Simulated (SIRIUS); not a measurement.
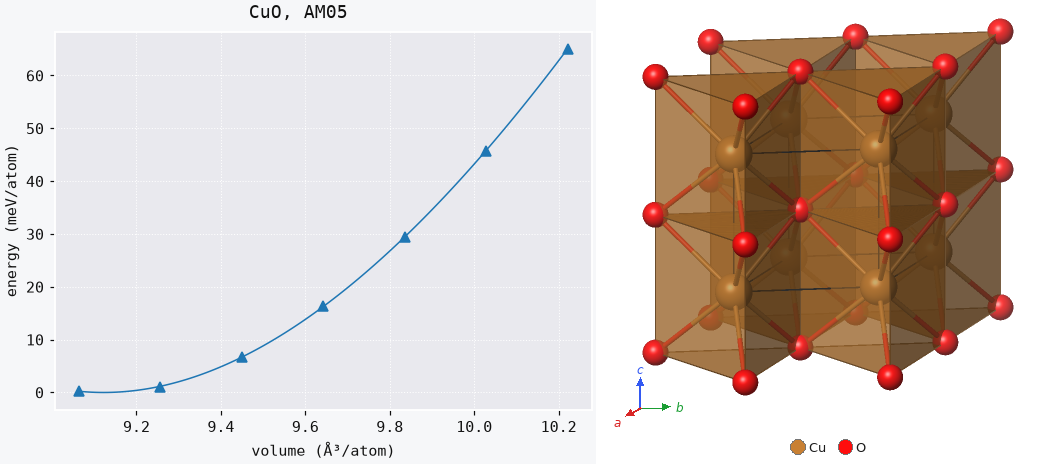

The picture above shows the energy against volume for CuO, space group P-6m2 (No. 187) (cell built by us, not taken from a database). The conventional cell is drawn beside the plot.

Cell as given: a = 2.836 Å, b = 2.836 Å, c = 2.768 Å, α = 90.00°, β = 90.00°, γ = 120.00°; 2 atoms.

Computed with SIRIUS 7.12.0: all-electron LAPW DFT, no spin polarisation; energies at scaled volumes of the given cell, shape and fractions fixed, counted from the fit's minimum, third-order Birch-Murnaghan fit. Level: AM05.

k mesh 6×6×5; occupations Fermi–Dirac; smearing width 0.05 eV; potentials all electron FP LAPW; program settings basis apw+lo standard, gk cutoff 4.62 1/bohr, pw cutoff 24 1/bohr.

Question: What equilibrium volume and bulk modulus follow from the curve?

Answer: A third-order Birch–Murnaghan fit gives V0 = 9.12 Å³/atom, B0 = 195 GPa and B′ = 4.6.

Limits of the calculation: coarse k mesh; shape and atomic fractions are frozen while scaling, which makes layered, chain and framework solids too stiff.
